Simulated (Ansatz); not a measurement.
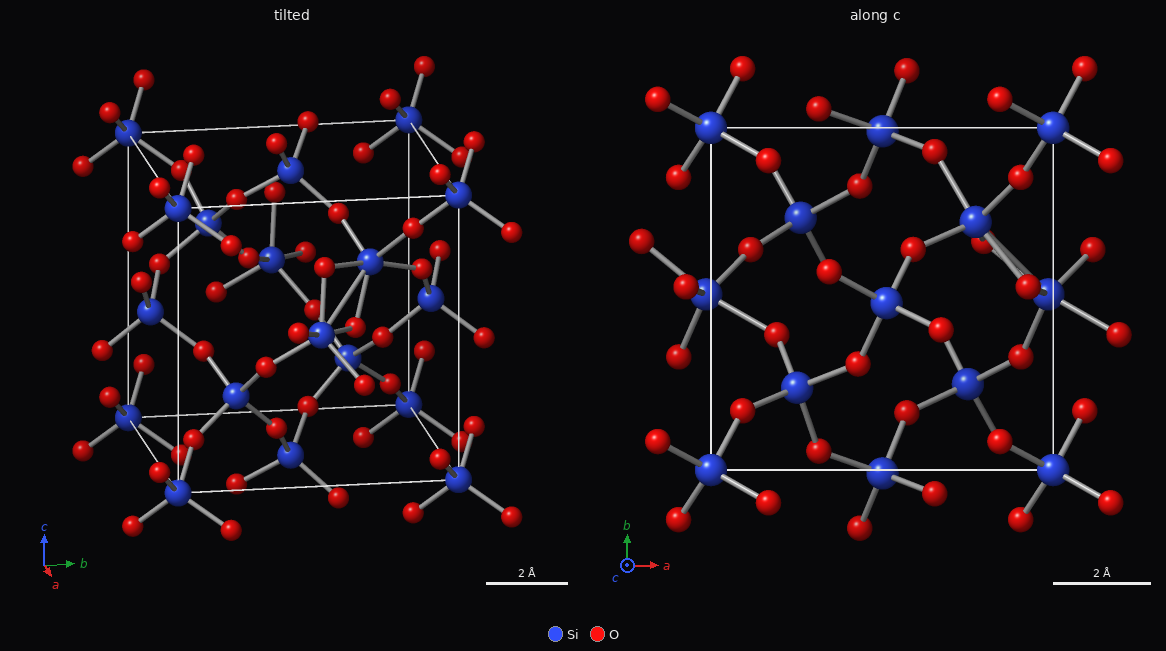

Drawn in the ball-and-stick manner and seen slightly off an axis and along the c axis. The simulation cell is outlined; an atom on or near a face, edge or corner is repeated at each equivalent position. Some atoms of the next cells are drawn as well. Cell: a = 7.108 Å, b = 7.108 Å, c = 7.372 Å, α = 90.00°, β = 90.00°, γ = 90.00°.

- The formula is Si₈O₁₇.
- There is no symmetry operation other than the lattice translations (P1).
- The cell comprises 1 formula unit: 8 Si, 17 O.

The initial geometry was a structure listed in the Materials Project, repeated into a supercell with a point defect put in. The atoms were relaxed in a fixed cell with DFT PBE, scalar-relativistic, plane waves, PAW (Ansatz 0.2.0).
